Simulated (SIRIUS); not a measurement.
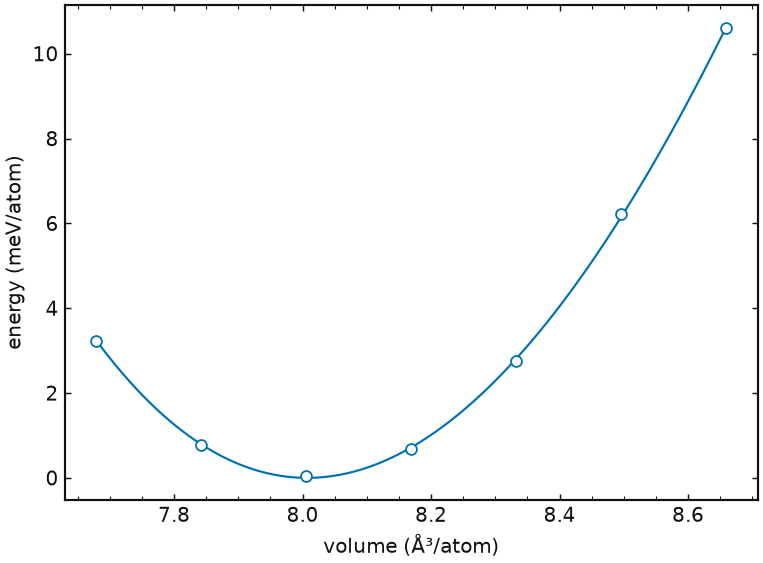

The plot gives the computed energy against volume.

Calculation (SIRIUS 7.12.0): all-electron LAPW DFT, no spin polarisation; energies at scaled volumes of the given cell, shape and fractions fixed, counted from the fit's minimum, third-order Birch-Murnaghan fit. Level: PBEsol.

> For which of these solids was it computed?
A. LiF, Fm-3m (No. 225)
B. CdS, P6_3mc (No. 186)
C. Au, Fm-3m (No. 225)

A, LiF: energy from 0.05 meV/atom to 10.60 meV/atom, V0 8.007 Å³/atom, B0 72.4 GPa. The others give: CdS, energy from 0.14 meV/atom to 25.03 meV/atom, V0 24.69 Å³/atom, B0 61.1 GPa; Au, energy from 0.76 meV/atom to 50.86 meV/atom, V0 17 Å³/atom, B0 178 GPa.

For Au, limits of the calculation: spin-orbit coupling left out, heavy elements.

For CdS, limits of the calculation: shape and atomic fractions are frozen while scaling, which makes layered, chain and framework solids too stiff.
